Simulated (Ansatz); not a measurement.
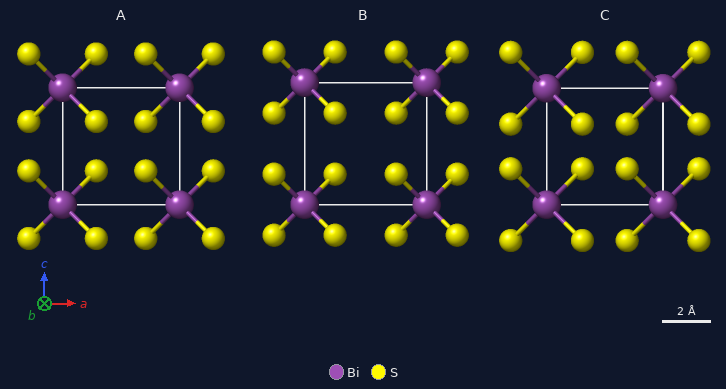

3 geometries from one relaxation of crystalline BiS4 (a generated structure, set up in P-43m) (coarse preliminary run), in shuffled order. A ball-and-stick model of the cell of the calculation, seen along the b axis.

These are results of DFT PBE, scalar-relativistic, plane waves, PAW in Ansatz, not measurements. Settings: plane-wave cutoff 420 eV; k-point mesh 4 × 4 × 4; occupations gaussian; smearing width 0.1 eV; no spin polarisation; cell and atoms relaxed; force threshold 0.04 eV/Å; at most 70 steps.

Put them in the order of the run, from the start to the converged end.

B, A, C. They are steps 0, 2, 7, at +2.693 eV per cell of the calculation, +0.289 eV per cell of the calculation relative to the last. The largest moves relative to the cell, 0.49 Å, are those of S atoms. Bi stays in place. The volume changes by −13.3 %, with a = b = c 5.155 → 4.915 Å (−4.7 %). Among the contacts that change: S–S 3.645 → 2.669 Å, Bi–S 2.232 → 2.622 Å. The space group stays P-43m (No. 215). Over 5 accepted moves (7 points after the start) the energy falls by 2.693 eV per cell of the calculation. The largest force component goes from 2.6 to 0.0028 eV/Å. The pressure goes from 13.16 to −0.36 GPa. The line search rejected the trial step at point 3 of the run. At 1 point the geometry stayed and the basis and grid were re-selected for the new cell (energy shift of 1.5 meV per cell of the calculation at most each time). The run took 29 s on 1 thread of Arm Neoverse V1, with other jobs on the host, peak memory 0.34 GiB.
